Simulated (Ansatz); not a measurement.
## Ta$_{3}$N: a changed input and its effect

System: Ta$_{3}$N (P-3m1, 4 atoms in the cell).
Method of the first run: DFT PBE, scalar-relativistic, plane waves, PAW, no spin polarisation (Ansatz 0.2.0).

The structure derives from a Materials Project entry. Text and figures count atoms from 1; the logs count them from 0 in places.

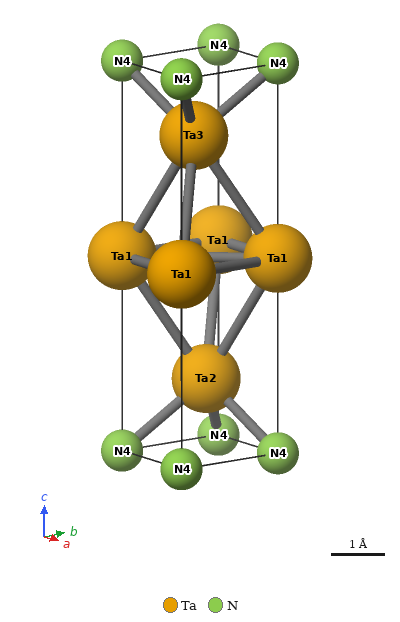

**Figure 1.** The structure as given in the input (ball-and-stick view of the cell of the calculation, seen slightly off an axis; atoms are numbered from 1 in the order of the input). An atom can appear more than once, as a periodic image.

**Input file, the first run**
```yaml
crystal:
  lattice:
    - [3.0217748255, 0.0, 0.0]
    - [-1.5108874128, 2.6169337634, 0.0]
    - [0.0, 0.0, 7.5575881873]
  atoms:
    - { symbol: Ta, position: [0.0, 0.0, 0.5] }
    - { symbol: Ta, position: [0.3333333333, 0.6666666667, 0.1735950547] }
    - { symbol: Ta, position: [0.6666666667, 0.3333333333, 0.8264049453] }
    - { symbol: "N", position: [0.0, 0.0, 0.0] }
basis:
  ecutwfc: 420
kpoints:
  mp_grid: { grid: [18, 18, 6] }
hamiltonian:
  xc: pbe
scf:
  occupations: { method: gaussian, width: 0.15 }
output:
  forces: true
  stress: true
  eigenvalues: true
```

Command:
```bash
ansatz run input.yaml --threads 1 --pin off --max-ram 2560MiB --backend cpu --events-out ev --progress --plain --runs-dir out
```

Hardware: 1 thread of AMD EPYC (Zen 5), 32 GiB of memory available, shared host.

**Output, shortened to warnings, some set-up lines, iterations and results (the first run)**
```
Basis set: ecut = 420 eV, 1189 PW (Γ), exchange–correlation on 48×48×108 points (8 copies of the dense FFT grid, shifted against one another)
Symmetry: 12 space group operations
k-points: 202 of 1944
Initial density: superposition of atomic densities (neutral atoms: chi_scale 0, normalization atom), corrected by the library's trained network
[...]
SCF iter   1: F=—  HF=-30182.609494 eV  |F-HF|=—  |Δ(HF+E_count)|=         —  Δρ=8.66e-3  dr2=1.05e-1  ethr=1.77e-3  ⟨swp⟩=4.9  Hψ=22468  notcnv=0
SCF iter   2: F=—  HF=-30182.600377 eV  |F-HF|=—  |Δ(HF+E_count)|=   9.12e-3  Δρ=4.42e-3  dr2=8.80e-3  ethr=2.38e-4  ⟨swp⟩=1.0  Hψ=7070  notcnv=0
SCF iter   3: F=—  HF=-30182.599092 eV  |F-HF|=—  |Δ(HF+E_count)|=   1.29e-3  Δρ=2.06e-3  dr2=2.39e-3  ethr=2.00e-5  ⟨swp⟩=1.0  Hψ=5447  notcnv=0
SCF iter   4: F=—  HF=-30182.598598 eV  |F-HF|=—  |Δ(HF+E_count)|=   4.94e-4  Δρ=3.00e-4  dr2=7.20e-5  ethr=5.44e-6  ⟨swp⟩=2.1  Hψ=6393  notcnv=0
SCF iter   5: F=—  HF=-30182.598591 eV  |F-HF|=—  |Δ(HF+E_count)|=   6.68e-6  Δρ=7.68e-5  dr2=3.29e-6  ethr=1.64e-7  ⟨swp⟩=2.0  Hψ=7130  notcnv=0
SCF iter   6: F=—  HF=-30182.598590 eV  |F-HF|=—  |Δ(HF+E_count)|=   6.33e-7  Δρ=1.31e-5  dr2=1.11e-7  ethr=7.49e-9  ⟨swp⟩=2.0  Hψ=7420  notcnv=0
SCF iter   7: F=-30182.598590 eV  HF=-30182.598590 eV  |F-HF|=1.26e-9  |Δ(HF+E_count)|=   4.70e-9  Δρ=2.43e-6  dr2=3.35e-9  ethr=2.27e-10  ⟨swp⟩=4.7  Hψ=18958  notcnv=0
SCF 1 converged in 7 iterations: F = -30182.598590 eV  dr2 = 3.35e-9
SCF converged after 7 iterations
Free energy (F): -30182.598590 eV
Harris-Foulkes:  -30182.598590 eV  (|F-HF|=1.26e-9)
Internal energy: -30182.560534 eV  (E = F + TS)
E sigma→0 (E₀):  -30182.579562 eV
Entropy (-TS):   -0.038057 eV (-9.514 meV/atom)
Fermi energy:    18.907445 eV
--- Per-component energies (eV) ---
  E_band       = -298.320130
  E_kinetic    = 1228.986276
  E_local      = -1893.966475  (includes V_loc(G=0)·N_el)
  E_nonlocal   = 87.503228
  E_hartree    = 663.051483
  E_xc         = -715.959093
  E_vxc        = -689.224239  (∫ρ·V_xc dr)
  E_paw        = -25316.811558  (= ΣΔE_a)
  E_vpaw       = -357.722332  (= ΣTr[D̂ρ^β])
  E_aug_tail   = 0.000533  (compensation charges beyond the density's cutoff)
  E_ewald      = -4235.364929
  E_smearing   = -0.038057  (= −TS)
  E_closure    = 0.000000  (closes the sum)
  Σ components = -30182.598590   (vs F -30182.598590, Δ=0.00e0)
--- Forces (eV/Å), atoms counted from 1 ---
  atom   1  Ta     0.00000000    -0.00000000     0.00000000
  atom   2  Ta     0.00000000     0.00000000    -0.00289324
  atom   3  Ta    -0.00000000    -0.00000000     0.00289324
  atom   4  N     -0.00000000     0.00000000     0.00000000
  max |Σ_I F_I| component: 9.25e-18 eV/Å
--- Stress (GPa, compression-positive) ---
       -0.009706       0.000000       0.000000
        0.000000      -0.009706      -0.000000
       -0.000000      -0.000000       0.039668
  P = ⅓ Tr σ = 0.0068 GPa (0.068 kbar)
```

For the second run the input was changed thus:
```diff
-  mp_grid: { grid: [18, 18, 6] }
+  mp_grid: { grid: [24, 24, 8] }
+  write_density: true
+  write_potential: true
+  elf: true
+  volumetric_format: npy
```

What does this change do to the results?

The free energy of the second run is 0.03 meV per atom lower, which measures how much it depends on this numerical setting. The number of SCF iterations is the same. The irreducible k-points go from 202 to 449. On the same kind of shared host the second run took about 3 times as long.

**Output, shortened to warnings, some set-up lines, iterations and results (the second run)**
```
Basis set: ecut = 420 eV, 1189 PW (Γ), exchange–correlation on 48×48×108 points (8 copies of the dense FFT grid, shifted against one another)
Symmetry: 12 space group operations
k-points: 449 of 4608
Initial density: superposition of atomic densities (neutral atoms: chi_scale 0, normalization atom), corrected by the library's trained network
[...]
SCF iter   1: F=—  HF=-30182.609526 eV  |F-HF|=—  |Δ(HF+E_count)|=         —  Δρ=8.62e-3  dr2=1.04e-1  ethr=1.77e-3  ⟨swp⟩=4.9  Hψ=49786  notcnv=0
SCF iter   2: F=—  HF=-30182.600466 eV  |F-HF|=—  |Δ(HF+E_count)|=   9.06e-3  Δρ=4.41e-3  dr2=8.77e-3  ethr=2.36e-4  ⟨swp⟩=1.0  Hψ=15716  notcnv=0
SCF iter   3: F=—  HF=-30182.599188 eV  |F-HF|=—  |Δ(HF+E_count)|=   1.28e-3  Δρ=2.02e-3  dr2=2.20e-3  ethr=1.99e-5  ⟨swp⟩=1.0  Hψ=12112  notcnv=0
SCF iter   4: F=—  HF=-30182.598694 eV  |F-HF|=—  |Δ(HF+E_count)|=   4.94e-4  Δρ=2.96e-4  dr2=6.17e-5  ethr=4.99e-6  ⟨swp⟩=2.2  Hψ=15068  notcnv=0
SCF iter   5: F=—  HF=-30182.598699 eV  |F-HF|=—  |Δ(HF+E_count)|=   4.62e-6  Δρ=1.52e-4  dr2=1.41e-5  ethr=1.40e-7  ⟨swp⟩=2.0  Hψ=16499  notcnv=0
SCF iter   6: F=—  HF=-30182.598696 eV  |F-HF|=—  |Δ(HF+E_count)|=   2.70e-6  Δρ=3.06e-5  dr2=1.55e-6  ethr=3.21e-8  ⟨swp⟩=2.0  Hψ=15875  notcnv=0
SCF iter   7: F=-30182.598696 eV  HF=-30182.598696 eV  |F-HF|=2.29e-8  |Δ(HF+E_count)|=   7.65e-8  Δρ=6.57e-6  dr2=3.47e-8  ethr=2.27e-10  ⟨swp⟩=7.5  Hψ=76526  notcnv=0
SCF 1 converged in 7 iterations: F = -30182.598696 eV  dr2 = 3.47e-8
SCF converged after 7 iterations
Free energy (F): -30182.598696 eV
Harris-Foulkes:  -30182.598696 eV  (|F-HF|=2.29e-8)
Internal energy: -30182.560963 eV  (E = F + TS)
E sigma→0 (E₀):  -30182.579830 eV
Entropy (-TS):   -0.037732 eV (-9.433 meV/atom)
Fermi energy:    18.907437 eV
--- Per-component energies (eV) ---
  E_band       = -298.310869
  E_kinetic    = 1228.985031
  E_local      = -1893.980275  (includes V_loc(G=0)·N_el)
  E_nonlocal   = 87.508532
  E_hartree    = 663.060646
  E_xc         = -715.957898
  E_vxc        = -689.222962  (∫ρ·V_xc dr)
  E_paw        = -25316.812603  (= ΣΔE_a)
  E_vpaw       = -357.723960  (= ΣTr[D̂ρ^β])
  E_aug_tail   = 0.000533  (compensation charges beyond the density's cutoff)
  E_ewald      = -4235.364929
  E_smearing   = -0.037732  (= −TS)
  E_closure    = -0.000000  (closes the sum)
  Σ components = -30182.598696   (vs F -30182.598696, Δ=0.00e0)
--- Forces (eV/Å), atoms counted from 1 ---
  atom   1  Ta     0.00000000     0.00000000     0.00000000
  atom   2  Ta    -0.00000000     0.00000000    -0.00935849
  atom   3  Ta    -0.00000000    -0.00000000     0.00935849
  atom   4  N      0.00000000    -0.00000000     0.00000000
  max |Σ_I F_I| component: 1.85e-17 eV/Å
--- Stress (GPa, compression-positive) ---
       -0.016637       0.000000      -0.000000
        0.000000      -0.016637      -0.000000
       -0.000000      -0.000000      -0.003837
  P = ⅓ Tr σ = -0.0124 GPa (-0.124 kbar)
```

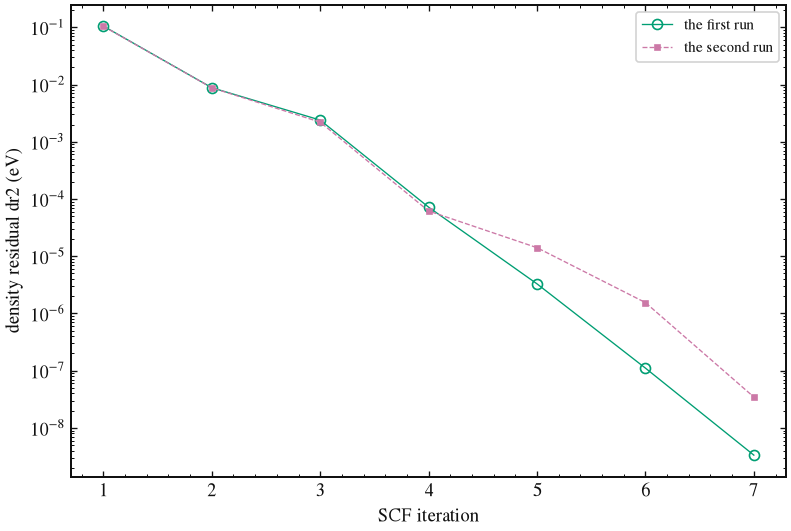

**Figure 2.** Convergence of the two runs: density residual dr2 against the SCF iteration. The first run takes 7 iterations in all, and the second run takes 7.

**The two runs side by side**

| quantity | the first run | the second run |
| --- | --- | --- |
| outcome | converged | converged |
| free energy per atom (eV) | −7545.6496 | −7545.6497 |
| energy per atom, smearing taken to zero (eV) | −7545.6449 | −7545.6450 |
| gap on the mesh (eV) | 0.00 | 0.00 |
| pressure (GPa) | 0.01 | −0.01 |
| largest force (eV/Å) | 0.003 | 0.009 |
| SCF iterations | 7 | 7 |
| irreducible k-points | 202 | 449 |
| plane waves at Γ | 1189 | 1189 |
| wall time (shared host) | 3.7 s | 11 s |

For both runs: Spin–orbit coupling is left out, which matters for Ta.
